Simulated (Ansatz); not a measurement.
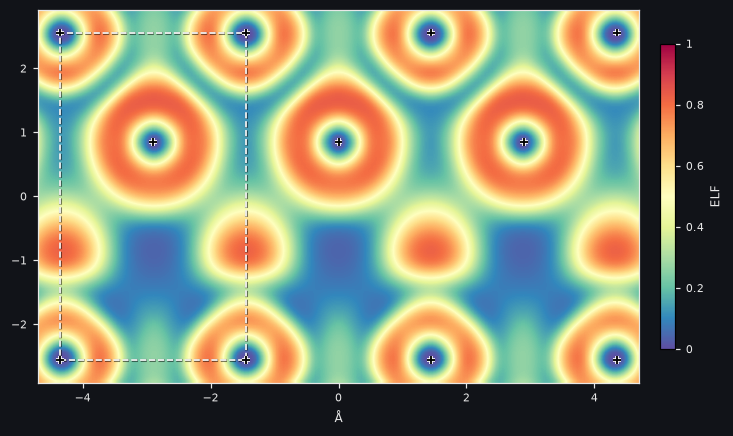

The electron localisation function on a plane through atoms (crosses mark nuclei in the plane).

All numbers below come from DFT, PBE, plane-wave PAW, default files, scalar-relativistic, frozen cores in Ansatz.

Candidates:
A. TaN, a = 2.96 Å, b = 2.96 Å, c = 2.90 Å, α = 90.00°, β = 90.00°, γ = 120.00°. Space group P-6m2; computed pressure about −2 GPa in this cell; the program warned that a starting moment wasn't kept; spin-polarised, but the moments vanished.
B. NbN, a = 3.10 Å, b = 3.10 Å, c = 4.48 Å, α = 90.00°, β = 90.00°, γ = 90.00°. Space group I4/mmm; the program warned that a starting moment wasn't kept; spin-polarised, but the moments vanished.
C. VN, a = 4.10 Å, b = 4.10 Å, c = 4.10 Å, α = 90.00°, β = 90.00°, γ = 90.00°. Space group Fm-3m; computed pressure about 4 GPa in this cell; the program warned that a starting moment wasn't kept; spin-polarised, but the moments vanished.

Q: Which system is this?

A: Candidate A: TaN on the (110) plane of the conventional cell, which holds Ta and N. Ta–N (2.24 Å): the ELF peaks at about 0.80 in the valence shell of N, 0.7 Å from its nucleus, and is about 0.20 at the midpoint; no localised pair shows between them. Ta–Ta (2.90 Å): the ELF is about 0.25 at the midpoint: no localised pair shows between them.
